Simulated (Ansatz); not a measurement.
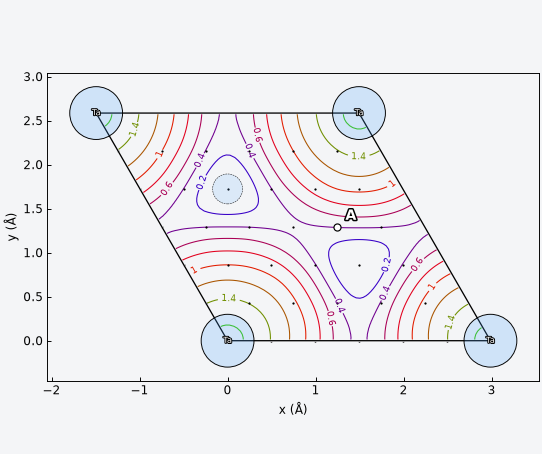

H on a Ta(111) slab cut from the Fm-3m phase, its upper half relaxed before the scan (3 atoms of substrate and one adsorbate in a 1 × 1 cell). H is moved over the surface cell; relaxed at each place: the height of the adsorbate's atoms; substrate rigid; the origin of the map has the adsorbate above Ta3. Places are given modulo a cell vector. The map is drawn in real space over the plane of the surface. The grid has 6 × 6 points; 10 points were computed and 26 follow by symmetry. All energies are given in eV relative to the lowest grid point. With one adsorbate in each 1 × 1 cell, its nearest image is 3.0 Å away, so neighbouring adsorbates interact. Method: Ansatz 0.2.0, DFT PBE, scalar-relativistic, plane waves, PAW. Settings: cutoff 420 eV, k-mesh 9×9×1, gaussian smearing 0.1 eV, no spin polarisation.

The picture shows contour lines labelled in eV, dots at the grid points, labelled circles for the atoms of the top layer and small ones for the second layer, the outline of one cell of the plane, the point A. Between grid points the surface is interpolated.

Is A at rest? If not, where is it pushed?

A, at (4/6, 3/6) of the cell vectors, is not a stationary point. The computed force is 1.4 eV/Å in the plane, pointing down in the picture (components −0.1 and −1.4 eV/Å).

PAW datasets: the set soft_1.
